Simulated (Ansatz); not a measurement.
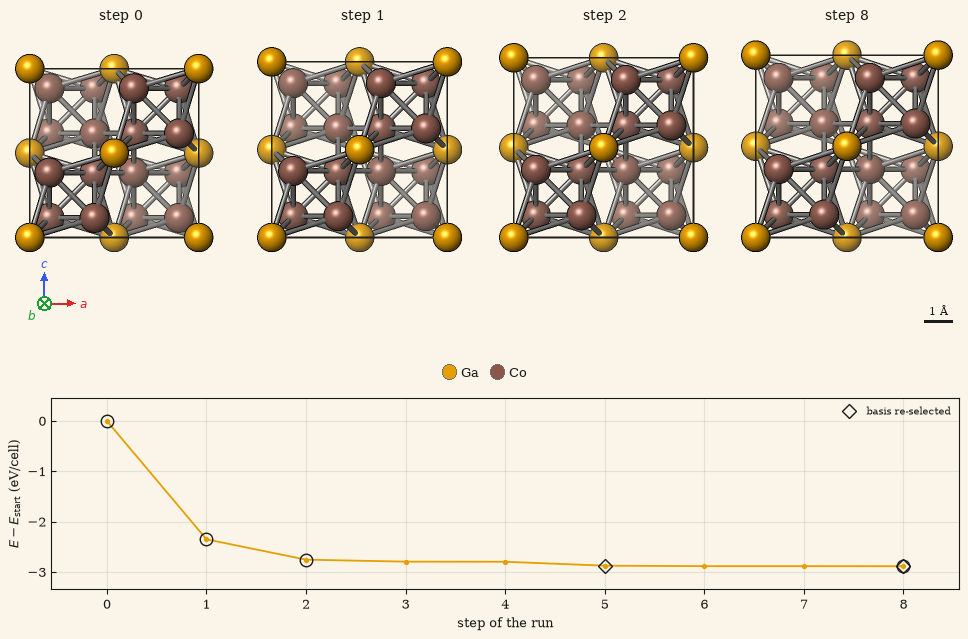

Frames of a relaxation of a crystal of GaCo4 (a generated structure, set up in F-43m) (coarse preliminary run), marked on the history of the run. The picture is a ball-and-stick view of the conventional cell (4 times the calculation's cell), seen along the b axis. Lengths and directions refer to the drawn axes.

Level of theory: Ansatz, DFT PBE, scalar-relativistic, plane waves, PAW.

Input file:
```yaml
crystal:
  lattice:
    - [0.0, 3.07377193, 3.07377193]
    - [3.07377193, 0.0, 3.07377193]
    - [3.07377193, 3.07377193, 0.0]
  atoms:
    - { symbol: Ga, position: [0.0, 0.0, 0.0] }
    - { symbol: Co, position: [0.6162708, 0.6162708, 0.6162708], spin: 3.0 }
    - { symbol: Co, position: [0.6162708, 0.6162708, 0.15118761], spin: 3.0 }
    - { symbol: Co, position: [0.6162708, 0.15118761, 0.6162708], spin: 3.0 }
    - { symbol: Co, position: [0.15118761, 0.6162708, 0.6162708], spin: 3.0 }
basis:
  ecutwfc: 420
kpoints:
  mp_grid: { grid: [6, 6, 6] }
hamiltonian:
  xc: pbe
scf:
  occupations: { method: gaussian, width: 0.1 }
  lower_state_search: "off"
output:
  forces: true
  stress: true
  eigenvalues: true
  populations: true
magnetization:
  spin_polarized: true
relax:
  adjacent_minimum: "off"
  f_tol: 0.04
  max_steps: 70
  cell: { stress_tol: 0.4 }
```

Command:
```bash
ansatz run input.yaml --threads 1 --pin off --max-ram 2560MiB --backend cpu --events-out ev --progress --plain --runs-dir out
```

Q: What happens along the run?

A: The largest moves relative to the cell, 0.099 Å, are those of Co2, Co3, Co4 and Co5. Co5 goes along [1 1 −1]. Ga stays in place. The drawn cell changes as follows: a = b = c 6.148 → 6.640 Å (+8.0 %); the volume changes by +26.0 %. Some distances before and after: Co2–Co3 2.022 → 2.346 Å, Ga1–Co2 2.566 → 2.753 Å, Co2–Co3 (another image) 2.325 → 2.349 Å. The space group stays F-43m (No. 216). The energy falls by 2.883 eV per cell of the calculation in 6 accepted moves (8 points after the start). The largest force component goes from 4.3 to under 0.0001 eV/Å. Pressure: 49.01 GPa at the start and −0.04 GPa at the end. At 2 points the geometry stayed and the basis and grid were re-selected for the new cell (energy shift of 78.0 meV per cell of the calculation at most each time). The run may lie on a higher electronic state than the lowest, so the end point isn't shown to be the ground-state structure. From step 0 to 1: Co atoms move most (0.06 Å), volume +12.5 %, energy −2.349 eV per cell of the calculation. From step 1 to 2: Co atoms move most (0.02 Å), volume +7.1 %, energy −0.403 eV per cell of the calculation. From step 2 to 8: Co atoms move most (0.02 Å), volume +4.5 %, energy −0.130 eV per cell of the calculation.

```csv
step,"E − E(0), meV/atom","largest force component, eV/Å","pressure, GPa","volume, Å³/atom",note
0,0.00,4.2937,49.01,11.616,
1,-469.81,1.2313,16.66,13.074,
2,-550.51,0.4122,3.75,14.003,
3,-558.41,0.1173,0.45,14.303,
4,-558.84,0.0024,-0.04,14.348,
5,-574.44,0.0031,2.45,14.348,"same geometry, new basis"
6,-576.35,0.0043,0.44,14.583,
7,-576.36,0.0000,-0.02,14.638,
8,-576.60,0.0000,-0.04,14.638,"same geometry, new basis"
```
